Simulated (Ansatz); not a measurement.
CuO, space group C2/c (No. 15), a = 4.653 Å, b = 3.410 Å, c = 5.108 Å, α = 90.00°, β = 99.48°, γ = 90.00°

```csv
site,Wyckoff,x,y,z
Cu,4c,0.2500,0.2500,0.0000
O,4e,0.5000,0.4160,0.7500
```

The structure is a calculation's input; it may be strained or unrelaxed.

### Describe the coordination of Cu.

CuO4: a slightly distorted square plane (coordination number 4, S = 0.23; next best see-saw, S = 19.2). Bonds: 4 × Cu–O 1.95 Å. The next neighbour, not counted, lies at 2.77 Å.

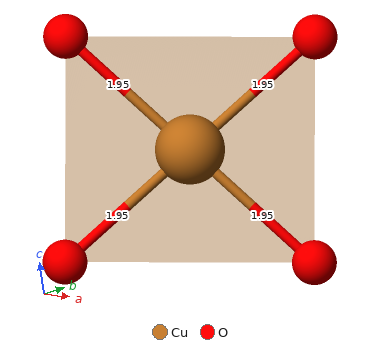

The polyhedron about Cu. Shape measures S are computed against regular polyhedra or, for capped shapes, the nearer of the equal-edge and equal-bond forms.
